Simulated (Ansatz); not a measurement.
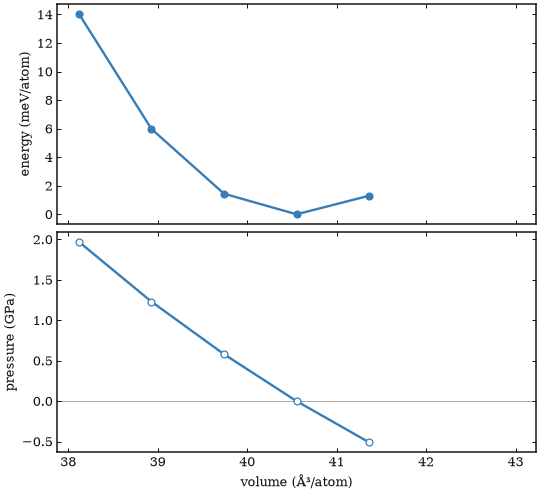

Plotted: energy and pressure against volume for I, space group Fmmm (No. 69).

Starting cell:
```
CELL_PARAMETERS angstrom
0.00000 2.36560 3.90984
2.19225 0.00000 3.90984
2.19225 2.36560 0.00000
ATOMIC_POSITIONS crystal
I 0.00000 0.00000 0.00000
```

Computed with Ansatz 0.2.0: plane-wave DFT, no spin polarisation; energies at scaled volumes of the given cell, shape and fractions fixed, counted from the fit's minimum, third-order Birch-Murnaghan fit. Level: r2SCAN.

- k mesh: 9×9×9
- occupations: Fermi–Dirac
- smearing width: 0.05 eV
- potentials: Ansatz PAW
- wave cutoff: 500 eV
- density cutoff: 2000 eV

The points at volume 42.17 Å³/atom and 42.99 Å³/atom are left out of the plot. What values does the calculation give there?

```tsv
volume (Å³/atom)	energy (meV/atom)	pressure (GPa)
42.17	5.03	-0.95
42.99	10.88	-1.35
```

Keep in mind: shape and atomic fractions are frozen while scaling, which makes layered, chain and framework solids too stiff.
